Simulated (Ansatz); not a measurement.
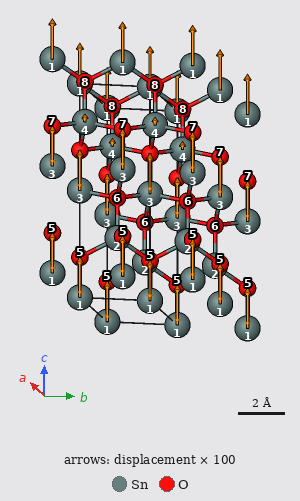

This is a relaxation of crystalline SnO (built on the 4H polytype type). The starting structure is drawn; orange arrows show the displacements (the part carried along by the change of the cell is left out), magnified 100 times.

Style: ball-and-stick. Shown: the cell of the calculation, repeated 2 × 2 × 1 with one cell outlined, from a free direction.

Computed with DFT, PBEsol, plane waves, PAW in Ansatz. Settings: plane-wave cutoff 420 eV; k-point mesh 9 × 9 × 2; occupations fermi dirac; smearing width 0.03 eV; no spin polarisation; cell and atoms relaxed; force threshold 0.01 eV/Å; at most 120 steps.

What happened in the run?

Answer. The largest moves relative to the cell, 0.020 Å, are those of Sn1, Sn3, O5 and O7. O7 goes along −c. By element the largest moves are O 0.020 Å, Sn 0.020 Å. Cell: a = b 3.130 → 3.289 Å (+5.1 %), c 10.223 → 16.800 Å (+64.3 %). Volume +81.5 %. Among the contacts that change: Sn2–O6 1.917 → 3.142 Å, Sn1–O5 1.917 → 3.110 Å, Sn1–O8 1.917 → 2.182 Å. Bonds break, among them: Sn1–O5 (1.92 → 3.11 Å), Sn2–O6 (1.92 → 3.14 Å), Sn3–O7 (1.92 → 3.11 Å), Sn4–O8 (1.92 → 3.14 Å). Among the angles between lasting bonds that change: Sn4–O7–Sn4 109.5° → 97.8°, O7–Sn4–O7 109.5° → 97.8°. The space group stays P6_3mc (No. 186). After 24 accepted moves (31 points after the start) the energy has fallen by 18.231 eV per cell of the calculation. The largest force component goes from 0.92 to 0.00011 eV/Å. Pressure: 132.64 GPa at the start and 0.00 GPa at the end. The line search rejected the trial steps at points 17, 29 of the run. The SCF was repeated 5 times at an unchanged geometry on a basis and grid sized afresh for the cell, which shifted the energy by 1.593 eV per cell of the calculation at most.
